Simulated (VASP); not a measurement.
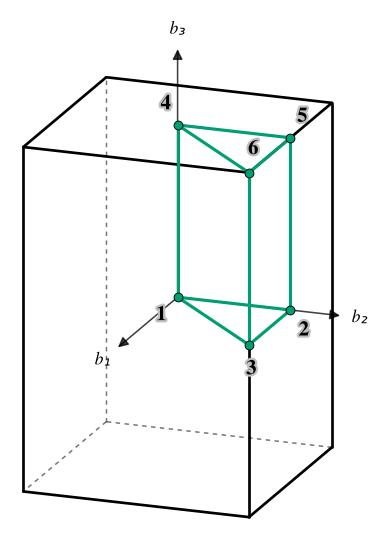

The first Brillouin zone of a primitive tetragonal lattice (tP; extended symbol tP1) is drawn with its special points numbered. Crystal: HfO₂, the end point of a relaxation with VASP, VASP Kohn-Sham DFT of a periodic cell, PBE, VASP PAW PBE potentials, materialsproject. All values are computed from the atomic coordinates in the standard setting (tolerance 0.002 Å).

a = 4.858 Å, b = 4.858 Å, c = 3.224 Å, α = 90.00°, β = 90.00°, γ = 90.00°.

Labels and path follow the convention of Hinuma et al. (2017), as computed by seekpath; the arrows show the directions of the reciprocal primitive vectors b₁, b₂, b₃, in which coordinates are given.

> Which special point is each number?

```json
{"no.": "1", "label": "Γ", "coordinates": "(0, 0, 0)"}
{"no.": "2", "label": "X", "coordinates": "(0, 1/2, 0)"}
{"no.": "3", "label": "M", "coordinates": "(1/2, 1/2, 0)"}
{"no.": "4", "label": "Z", "coordinates": "(0, 0, 1/2)"}
{"no.": "5", "label": "R", "coordinates": "(0, 1/2, 1/2)"}
{"no.": "6", "label": "A", "coordinates": "(1/2, 1/2, 1/2)"}
```
